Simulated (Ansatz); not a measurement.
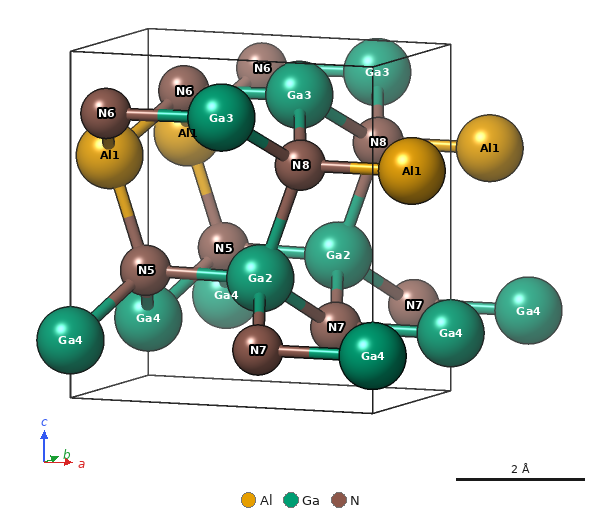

Reference structure: crystalline AlGa$_{3}$N$_{4}$ (set up in Pm). A ball-and-stick model of the cell of the calculation, repeated 1 × 2 × 1 with one cell outlined, seen slightly off an axis.

Computed with Ansatz 0.2.0, DFT r2SCAN, scalar-relativistic, plane waves, PAW. (plane-wave cutoff 500 eV; k-point mesh 6 × 8 × 4; occupations gaussian; smearing width 0.02 eV; no spin polarisation)

Change: Uniaxial strain along c, −1.5 %, is applied. The a and b axes and the atoms are relaxed.

Q: What is the effect?

A: Energy change: +2.5 meV per atom. The pressure goes from 0.0 to 1.6 GPa. The principal stresses (compression positive) are 4.7 GPa along c and none across it. The volume changes by −0.8 %, with a 5.139 → 5.151 Å (+0.2 %), b 3.163 → 3.179 Å (+0.5 %), c 5.477 → 5.395 Å (−1.5 %). The largest moves relative to the cell, 0.012 Å, are those of N7 and N8. N8 goes along [1 0 3]. By element the largest moves are N 0.012 Å, Ga 0.005 Å, Al 0.004 Å. Among the bonded contacts that change: Al–N 1.897 → 1.880 to 1.898 Å, Ga–N 1.943 → 1.926 to 1.949 Å, Ga–N 1.961 → 1.949 to 1.962 Å. The space group stays Pm (No. 6).

Drawn alike, the variant:

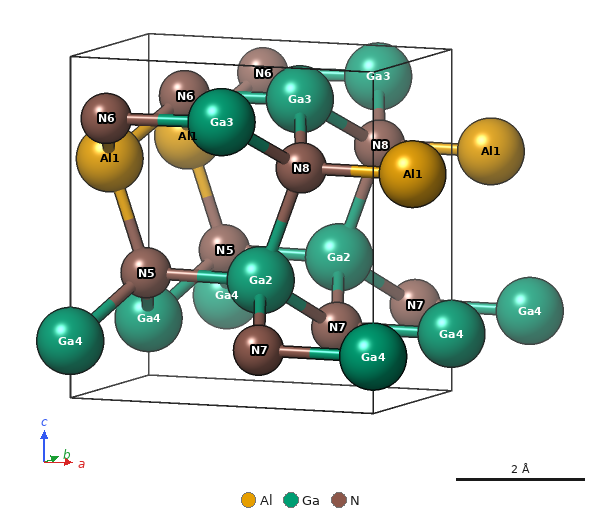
